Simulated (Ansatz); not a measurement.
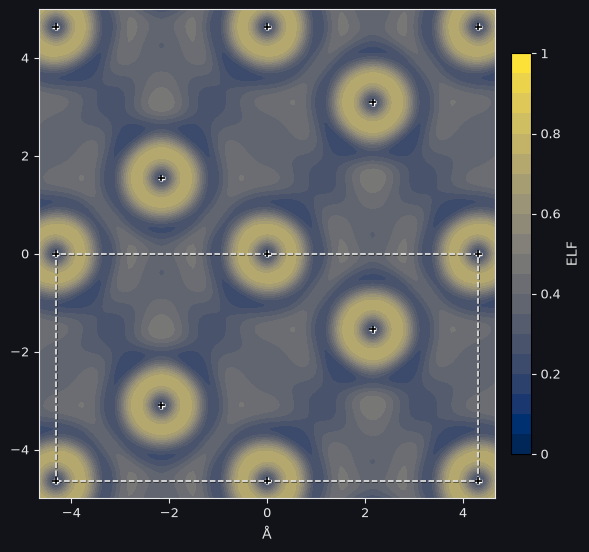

The electron localisation function on a plane through atoms (crosses mark nuclei in the plane).

Level of theory: DFT, PBEsol, plane waves (420 eV) with PAW, scalar-relativistic in Ansatz.

Candidates:
A. Ru, a = 4.39 Å, b = 4.39 Å, c = 2.75 Å, α = 90.00°, β = 90.00°, γ = 120.00°. Space group P6/mmm; set up as Ru, omega (AlB2-type); a generated structure, not necessarily the stable one; changed on purpose from its base cell (volume × 1.12); computed pressure about −28 GPa in this cell; computed without spin polarisation.
B. Re, a = 2.68 Å, b = 2.68 Å, c = 8.63 Å, α = 90.00°, β = 90.00°, γ = 120.00°. Space group P6₃/mmc; set up as Re, dhcp; a generated structure, not necessarily the stable one; changed on purpose from its base cell (volume × 0.92); computed pressure about 39 GPa in this cell; computed without spin polarisation.
C. Na, a = 3.67 Å, b = 12.57 Å, c = 3.76 Å, α = 90.00°, β = 118.77°, γ = 90.00°. Space group C2/c; set up as Na, beta-Sn type; a generated structure, not necessarily the stable one; changed on purpose from its base cell (volume × 1.04).

### Which candidate gave the map?

Candidate B: Re on the (110) plane of the conventional cell, which holds Re. Re–Re (2.65 Å): the ELF is about 0.40 at the midpoint.
